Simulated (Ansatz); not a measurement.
# Al$_{2}$Cu: geometry relaxation (part 2 of 2)

The same run, continued: Al$_{2}$Cu (6 atoms in the cell); DFT r2SCAN, scalar-relativistic, plane waves, PAW, no spin polarisation (Ansatz 0.2.0); cutoff 500 eV, 10×10×6 k-mesh, Gaussian smearing of 0.1 eV. The structure derives from a Materials Project entry. It belongs to a series of runs on one base structure; here: uniaxial strain along c, a, b and atoms relaxed: -4.0 %.

Geometry of the input (Å; fractional positions):
```
2.8957  2.8957  0.0000
-2.8957  2.8957  0.0000
0.0000  0.0000  5.5048
Al 0.5000  -0.0000  0.2500
Al -0.0000  0.5000  0.2500
Al -0.0000  0.5000  0.7500
Al 0.5000  -0.0000  0.7500
Cu 0.0000  0.0000  0.5000
Cu 0.5000  0.5000  0.0000
```

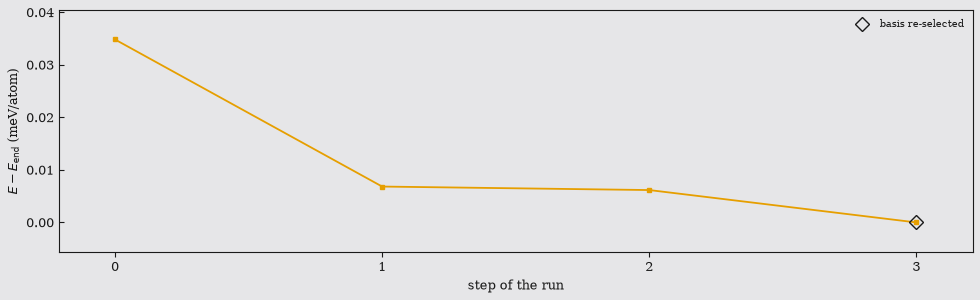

*Progress of the relaxation, step by step (the first geometry is step 0 here and step 1 in the log).*

No atom moves by more than 0.005 Å relative to the cell. The volume changes by +0.2 %, with a = b 4.095 → 4.100 Å (+0.1 %), c stays at 5.505 Å. The space group stays I4/mmm (No. 139). After 2 geometry steps the energy has fallen by next to nothing (0.0 meV per atom). All forces vanish by symmetry, so only the cell relaxes. Pressure: 2.46 GPa at the start and 2.20 GPa at the end. A last SCF at the same geometry on a re-selected plane-wave basis shifts the energy by next to nothing (0.0 meV per atom). (Atoms are counted from 1 in the order of the input.)

```
basis re-selected at this cell: Δ(F+E_penalty+E_count) = -3.690e-5 eV, ΔP = +0.000 GPa vs the last step (what re-selecting the basis moved, of the pressure what is left beyond the Pulay correction that the steps carried, after the strain that the cell walked since its last selection, with what the two solves' SCF thresholds leave and, on support functions, any second-order correction that the steps lacked; it is no measure of the basis error at this ecutwfc). This SCF's stress stands 1.07e-3 GPa from its target on what of the cell is left free (relax.cell.stress_tol is 1.50e-2 GPa) and its largest allowed force component is 2.37e-17 eV/Å (relax.f_tol is 8.00e-3 eV/Å): within both
SCF converged after 7 iterations
Free energy (F): -15425.339412 eV
Harris-Foulkes:  -15425.339412 eV  (|F-HF|=1.82e-12)
Internal energy: -15425.333898 eV  (E = F + TS)
E sigma→0 (E₀):  -15425.336655 eV
Entropy (-TS):   -0.005514 eV (-0.919 meV/atom)
Fermi energy:    9.570215 eV
--- Per-component energies (eV) ---
  E_band       = -1027.153425
  E_kinetic    = 694.634765
  E_local      = -11739.477194  (includes V_loc(G=0)·N_el)
  E_nonlocal   = 808.918157
  E_hartree    = 5265.140238
  E_xc         = -318.545193
  E_vxc        = -381.321689  (∫ρ·V_xc dr)
  E_paw        = -5231.817359  (= ΣΔE_a)
  E_vpaw       = -964.551497  (= ΣTr[D̂ρ^β])
  E_aug_tail   = 0.000290  (compensation charges beyond the density's cutoff)
  E_vtau       = 24.363381  (kinetic-family band-sum trace: ∫τ·v_τ [+ j·A + Jᵃ·Aᵃ] dr)
  E_ewald      = -4903.344956
  E_core_change = -0.842648  (= ΣΔE_core)
  E_smearing   = -0.005514  (= −TS)
  E_closure    = 0.000000  (closes the sum)
  Σ components = -15425.339412   (vs F -15425.339412, Δ=0.00e0)
--- Forces (eV/Å), atoms counted from 1 ---
  atom   1  Al     0.00000000     0.00000000    -0.00000000
  atom   2  Al    -0.00000000     0.00000000     0.00000000
  atom   3  Al     0.00000000     0.00000000    -0.00000000
  atom   4  Al    -0.00000000     0.00000000     0.00000000
  atom   5  Cu    -0.00000000    -0.00000000    -0.00000000
  atom   6  Cu    -0.00000000    -0.00000000     0.00000000
  max |Σ_I F_I| component: 6.94e-18 eV/Å
--- Stress (GPa, compression-positive) ---
        0.001068       0.000000       0.000000
       -0.000000       0.001068      -0.000000
        0.000000      -0.000000       6.602284
  P = ⅓ Tr σ = 2.2015 GPa (22.015 kbar)
--- Band table (eV; the first three rows and the last of 84) ---
  k-point 0: bands = ["-108.2619", "-108.2619", "-64.0612", "-64.0612", "-64.0611", "-64.0611", "-64.0298", "-64.0296", "-1.3892", "3.3523", "3.5227", "4.0393", "4.7308", "4.7822", "4.7822", "5.2946", "5.3496", "5.3496", "5.3972", "5.5064", "5.7299", "7.1241", "7.1241", "9.8041", "11.1107", "12.3645", "12.4371", "12.4371", "12.8442", "12.9814", "12.9814"]
  k-point 1: bands = ["-108.2619", "-108.2619", "-64.0612", "-64.0612", "-64.0611", "-64.0611", "-64.0298", "-64.0296", "-1.2459", "2.0689", "4.0863", "4.5830", "4.6858", "4.7999", "4.7999", "5.2674", "5.2674", "5.3088", "5.3753", "5.4922", "6.2034", "7.3511", "7.3511", "9.8805", "11.1783", "11.1783", "11.2361", "11.8977", "12.3524", "14.4154", "14.4154"]
  k-point 2: bands = ["-108.2619", "-108.2619", "-64.0612", "-64.0612", "-64.0611", "-64.0611", "-64.0297", "-64.0296", "-0.8181", "0.8597", "4.2147", "4.5616", "4.8562", "4.8562", "5.0200", "5.1047", "5.1047", "5.3091", "5.3476", "5.4535", "7.6890", "7.9458", "7.9458", "9.8882", "9.8882", "10.1180", "11.1497", "11.1695", "11.6420", "13.8311", "16.0865"]
  k-point 83: bands = ["-108.2619", "-108.2619", "-64.0612", "-64.0612", "-64.0612", "-64.0612", "-64.0297", "-64.0297", "3.5752", "3.5752", "3.5752", "3.5752", "4.0924", "4.0924", "4.4276", "4.4276", "5.2682", "5.2682", "5.5088", "5.5088", "5.7936", "5.7936", "5.7936", "5.7936", "7.0409", "7.0409", "14.5400", "14.5400", "14.5400", "14.5400", "15.5598"]
--- Relaxed structure (3 steps of the walk, 3 accepted, 1 SCFs on fresh bases) ---
  F+E_penalty+E_count = -15425.33941225 eV   max|allowed force component| = 2.371e-17 eV/Å   (the final SCF, on the basis selected at the relaxed cell)
  cell:  # Å, volume = 92.5334 Å³
    - [2.8991066522759312, 2.8991066522759312, 0.0]
    - [-2.8991066522759312, 2.8991066522759312, 0.0]
    - [0.0, 0.0, 5.504781124]
  atoms:
    - { symbol: Al, position: [0.5, 0.0, 0.25000000000000006] }
    - { symbol: Al, position: [0.0, 0.5, 0.25000000000000006] }
    - { symbol: Al, position: [0.0, 0.5, 0.7500000000000001] }
    - { symbol: Al, position: [0.5, 0.0, 0.7500000000000001] }
    - { symbol: Cu, position: [-4.2352926879556e-37, -8.78180496639995e-37, 0.5000000000000001] }
    - { symbol: Cu, position: [0.5, 0.5, -2.733319881679874e-37] }
```

Trajectory as extended XYZ (Å, eV, eV/Å), 4 frames, from step=1 to step=4
```
6
Lattice="2.8957 2.8957 0.0000 -2.8957 2.8957 0.0000 0.0000 0.0000 5.5048" Properties=species:S:1:pos:R:3:forces:R:3 step=1 energy=-15425.33920 pressure_GPa=2.46
Al    1.4479    1.4479    1.3762    0.0000   0.0000   0.0000
Al   -1.4479    1.4479    1.3762    0.0000   0.0000   0.0000
Al   -1.4479    1.4479    4.1286    0.0000   0.0000   0.0000
Al    1.4479    1.4479    4.1286    0.0000   0.0000   0.0000
Cu    0.0000    0.0000    2.7524    0.0000   0.0000   0.0000
Cu    0.0000    2.8957    0.0000    0.0000   0.0000   0.0000
6
Lattice="2.8982 2.8982 0.0000 -2.8982 2.8982 0.0000 0.0000 0.0000 5.5048" Properties=species:S:1:pos:R:3:forces:R:3 step=2 energy=-15425.33937 pressure_GPa=2.27
Al    1.4491    1.4491    1.3762    0.0000   0.0000   0.0000
Al   -1.4491    1.4491    1.3762    0.0000   0.0000   0.0000
Al   -1.4491    1.4491    4.1286    0.0000   0.0000   0.0000
Al    1.4491    1.4491    4.1286    0.0000   0.0000   0.0000
Cu    0.0000    0.0000    2.7524    0.0000   0.0000   0.0000
Cu    0.0000    2.8982    0.0000    0.0000   0.0000   0.0000
6
Lattice="2.8991 2.8991 0.0000 -2.8991 2.8991 0.0000 0.0000 0.0000 5.5048" Properties=species:S:1:pos:R:3:forces:R:3 step=3 energy=-15425.33937 pressure_GPa=2.20
Al    1.4496    1.4496    1.3762    0.0000   0.0000   0.0000
Al   -1.4496    1.4496    1.3762    0.0000   0.0000   0.0000
Al   -1.4496    1.4496    4.1286    0.0000   0.0000   0.0000
Al    1.4496    1.4496    4.1286    0.0000   0.0000   0.0000
Cu    0.0000    0.0000    2.7524    0.0000   0.0000   0.0000
Cu    0.0000    2.8991    0.0000    0.0000   0.0000   0.0000
6
Lattice="2.8991 2.8991 0.0000 -2.8991 2.8991 0.0000 0.0000 0.0000 5.5048" Properties=species:S:1:pos:R:3:forces:R:3 step=4 energy=-15425.33941 pressure_GPa=2.20
Al    1.4496    1.4496    1.3762    0.0000   0.0000   0.0000
Al   -1.4496    1.4496    1.3762    0.0000   0.0000   0.0000
Al   -1.4496    1.4496    4.1286    0.0000   0.0000   0.0000
Al    1.4496    1.4496    4.1286    0.0000   0.0000   0.0000
Cu    0.0000    0.0000    2.7524    0.0000   0.0000   0.0000
Cu    0.0000    2.8991    0.0000    0.0000   0.0000   0.0000
```

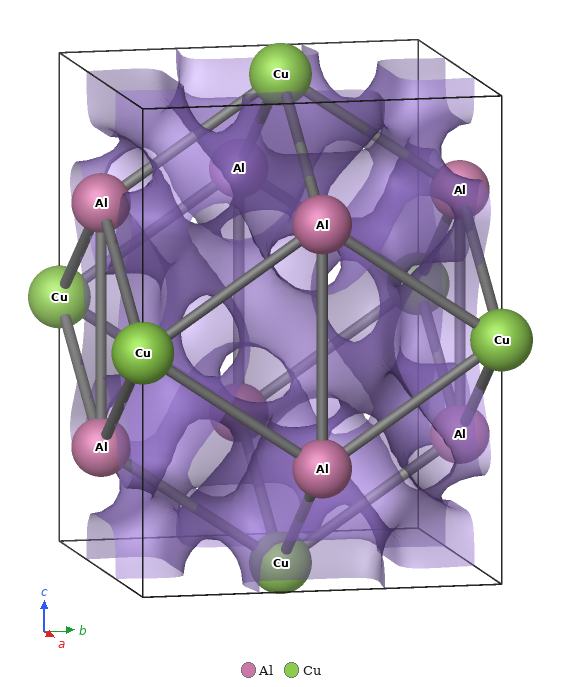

*Isosurface of the electron localisation function at 0.45 (purple), seen slightly off an axis. Only the valence region is drawn (cores and ρ < 0.01 e/Å³ removed). Sticks mark near contacts. The outline is the cell set on symmetry axes.*

The ELF exceeds this value in one network that runs through the whole crystal, counted in one cell of 6 atoms.  Values along the shortest contacts: Al–Cu (2.47 Å): the ELF peaks at about 0.70 between the atoms. Al–Al (2.75 Å): the ELF peaks at about 0.70 between the atoms. In a PAW calculation such maps are meaningful between the atoms, not at the nuclei.

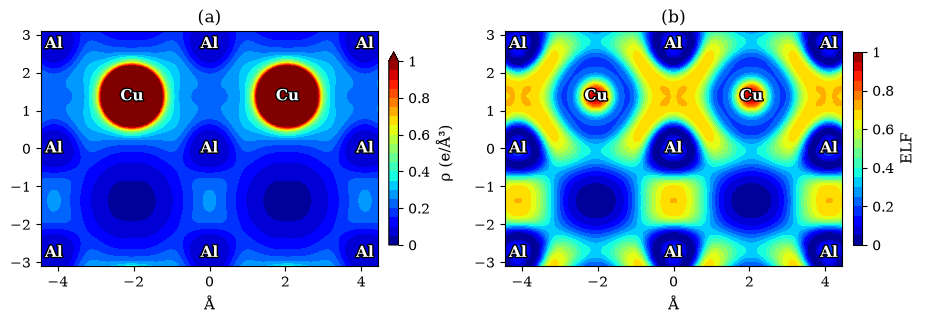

*(a) valence electron density; (b) electron localisation function on the (100) plane of the conventional cell.*

Al–Cu (2.47 Å): the density is about 0.33 e/Å³ at the midpoint; the ELF peaks at about 0.70 between the atoms. Al–Al (2.75 Å): ρ at the midpoint is about 0.27 e/Å³; the ELF peaks at about 0.70 between the atoms. Away from the nuclei the density in this plane falls to 0.02 e/Å³ at its lowest. The strong features right at Cu lie inside the PAW spheres (semicore, d or f shells) and say nothing about bonding.

Summary

- outcome: converged
- space group (tolerance 0.01 Å): I4/mmm (139)
- electrons treated: 50
- free energy: −15425.3394 eV
- Fermi energy: 9.570 eV
- gap on the k-point mesh: none (metallic)
- pressure: 2.20 GPa
- final volume: 92.53 Å³
- largest force (length of the vector) at the end: under 0.001 eV/Å
- final cell: a = 4.100 Å, b = 4.100 Å, c = 5.505 Å, α = 90.00°, β = 90.00°, γ = 90.00°
- hardware: 1 thread of AMD EPYC (Zen 3), 189 GiB of memory available, shared host
- wall time: 4.2 min
- peak memory: 0.7 GiB
